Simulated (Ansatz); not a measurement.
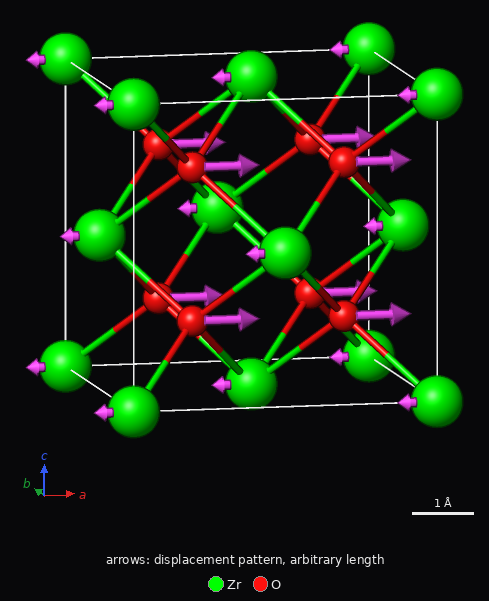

Phonons of crystalline ZrO2 relaxed at −3 GPa, space group Fm-3m (No. 225), at the zone centre. The optical levels lie at 204 (×3), 538 (×3) cm⁻¹. One mode is drawn. The pink arrows are the displacements of the atoms (eigenvector over the root of the mass), of arbitrary overall length and sign. The picture is a ball-and-stick view of the conventional cell (4 times the calculation's cell), seen slightly off an axis. Lengths and directions refer to the drawn axes.

All numbers below come from DFT PBE, scalar-relativistic, plane waves, PAW in Ansatz. Settings: plane-wave cutoff 420 eV; k-point mesh 8 × 8 × 8; occupations fixed; target pressure -3 GPa; no spin polarisation.

Frequencies are those without the non-analytic (LO–TO) term.

To which level does it belong?

Answer. The level at 204 cm⁻¹. This is the T₁u mode (triply degenerate; one member of the set is drawn), the lowest optical level, infrared-active by symmetry. The O sublattice moves against the Zr sublattice, along a; the kinetic energy is shared as O 74 %, Zr 26 %. Its infrared intensity is 96 (D/Å)²/amu for the set. The value is the transverse one; the longitudinal partner lies at 623 cm⁻¹.
